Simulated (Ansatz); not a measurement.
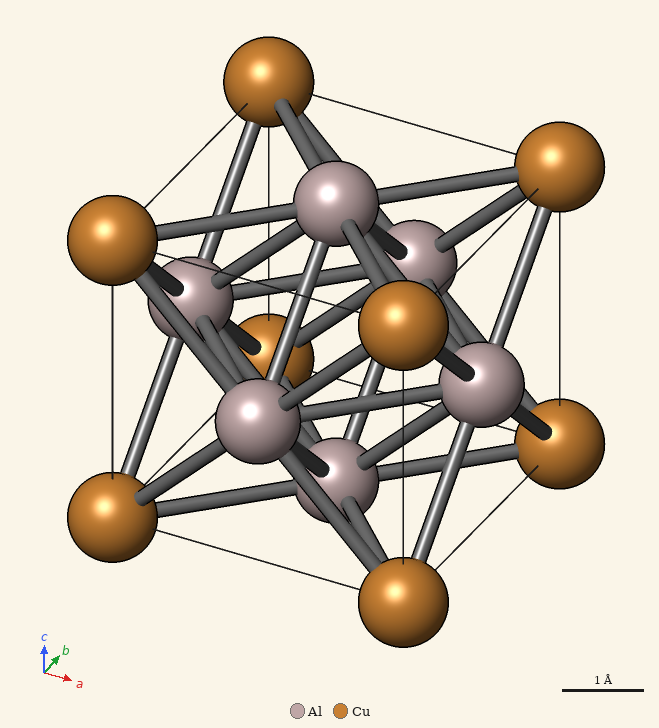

Shown here is a ball-and-stick view of the crystal, taken from a general direction. The box is the conventional unit cell; atoms on or close to its faces, edges and corners are drawn wherever they repeat. Cell: a = 4.077 Å, b = 4.077 Å, c = 4.077 Å, α = 90.00°, β = 90.00°, γ = 90.00°.

- Its composition is Al₃Cu.
- It is primitive cubic, space group Pm-3m (No. 221).
- This arrangement goes by the name Cu₃Au (L1₂) type.
- One cell contains 3 Al, 1 Cu, 4 atoms in all.
- Each Al atom is coordinated by eight Al and four Cu in a cuboctahedral arrangement (about 2.9 Å to Al, 2.9 Å to Cu). Around each Cu lie twelve Al in a cuboctahedral arrangement at about 2.9 Å.
- The bonds build a three-dimensional framework.

The structure was taken from a structure listed in the Materials Project. The cell was then strained or its atoms displaced on purpose. It was run through Ansatz as a DFT input.

At this level of theory the cell isn't at rest (stretched, at -10 GPa), so its distances can differ from those at equilibrium, the more so the softer the solid.
